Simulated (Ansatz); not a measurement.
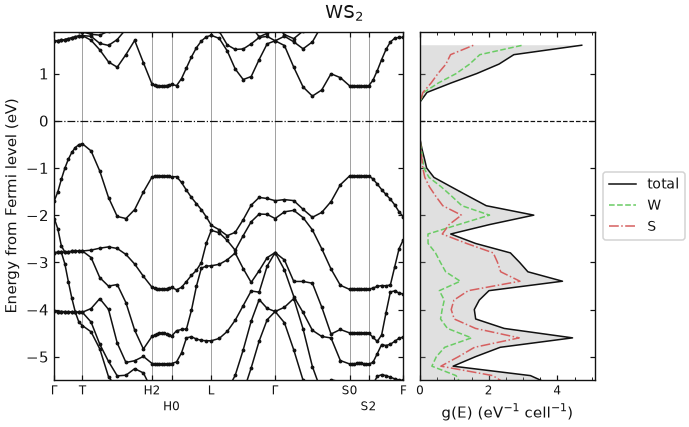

Band structure and density of states. Energies are counted from the Fermi level. The path runs straight from each named point to the next. The partial curves are projected on Löwdin-orthogonalised atomic shells.

What lattice type does the k path imply?

A rhombohedral lattice: the path Γ–T–H2–H0–L–Γ–S0–S2–F runs through the special points of its Brillouin zone.

The material is WS2, space group R3m, 3 atoms in the cell; a = 6.43 Å, b = 6.43 Å, c = 6.43 Å, α = 28.44°, β = 28.44°, γ = 28.44°.

Method: DFT, PBE, PAW with Ansatz's default frozen-core files, scalar-relativistic, no spin polarisation, 15×15×15 k mesh, 420 eV cutoff (Ansatz 0.2.0).

Metal, semiconductor or insulator, and what is the gap?

The material is gapped. The gap along this path is 1.01 eV and indirect, from the valence-band top at T to the conduction-band bottom between Γ and S0; the smallest direct gap is 1.90 eV, between S0 and S2.

The atoms aren't at rest in this cell (largest force 0.6 eV/Å), so the relaxed material can differ. Spin-orbit coupling is left out, which matters for W.
